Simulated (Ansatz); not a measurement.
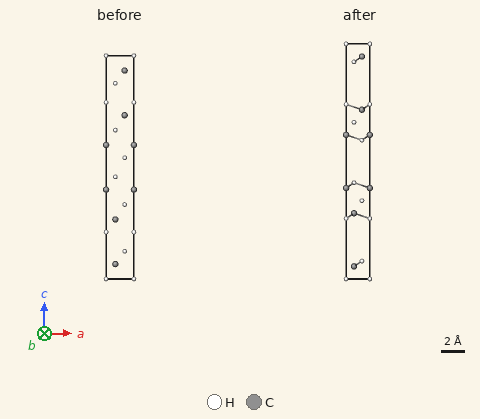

The structure of solid H3C2 (built on the tetradymite_166 type) (coarse preliminary run) before (left) and after (right) a relaxation, at one scale.

The picture is a ball-and-stick view of the conventional cell (3 times the calculation's cell), seen along the b axis. Lengths and directions refer to the drawn axes.

Case: tetradymite type (R-3m, No. 166).

Level of theory: DFT PBE, scalar-relativistic, plane waves, PAW (Ansatz). Set-up: plane-wave cutoff 420 eV; k-point mesh 6 × 6 × 6; occupations gaussian; smearing width 0.1 eV; no spin polarisation; cell and atoms relaxed; force threshold 0.04 eV/Å; at most 70 steps.

### Summarise the run.

The largest moves relative to the cell, 0.99 Å, are those of H atoms. By element the largest moves are H 0.99 Å, C 0.27 Å. The drawn cell changes as follows: a = b 2.853 → 2.436 Å (−14.6 %), c 19.838 → 20.881 Å (+5.3 %); the volume changes by −23.2 %. Among the contacts that change: C–H 2.000 → 1.484 Å. The space group stays R-3m (No. 166). Over 11 accepted moves (12 points after the start) the energy falls by 3.528 eV per cell of the calculation. Largest force component: 1.6 eV/Å at the start, 0.0066 eV/Å at the end. Pressure: −25.91 GPa at the start and −0.21 GPa at the end. At 1 point the geometry stayed and the basis and grid were re-selected for the new cell (energy shift of 6.4 meV per cell of the calculation at most each time).
